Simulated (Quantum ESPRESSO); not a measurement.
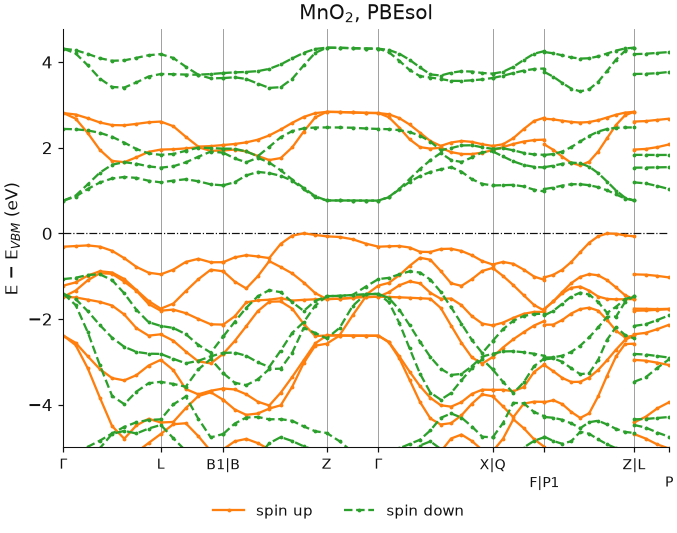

Band structure. Energies are counted from the top of the valence band.

> What lattice type does the k path imply?

A rhombohedral lattice: the path Γ–L–B1|B–Z–Γ–X|Q–F|P1–Z|L–P runs through the special points of its Brillouin zone.

System: MnO₂, space group R-3m, 3 atoms in the primitive cell; a = 2.857 Å, c = 13.752 Å (hexagonal axes).

Level of theory: PBEsol, GBRV 1.5 PBEsol, collinear spin, ferromagnetic start, no spin-orbit coupling, 11×11×11 k mesh, 612 eV cutoff; code Quantum ESPRESSO.

> Read off the fundamental gap and say whether it is direct.

The material is gapped. The gap along this path is 0.76 eV and indirect, from the valence-band top between B and Z to the conduction-band bottom at Γ; the smallest direct gap within one spin is 1.83 eV, at Γ. The top filled level has spin up and the bottom empty one spin down.

The run ends ferromagnetic, with 3.00 μB a cell. A cell with one magnetic atom can't hold antiferromagnetic order, which such compounds often take. LDA, GGA and most meta-GGA functionals understate gaps. Most measured crystals of this composition in the Crystallography Open Database have another space group (No. 136). In reduced coordinates of the cell that was run, L is (0.5, 0, 0), B1 is (0.5, 0.188, −0.188), B is (0.812, 0.5, 0.188), Z is (0.5, 0.5, 0.5), X is (0.344, 0, −0.344), Q is (0.656, 0.344, 0), F is (0.5, 0.5, 0), P1 is (0.656, 0.656, 0.188) and P is (0.812, 0.344, 0.344).
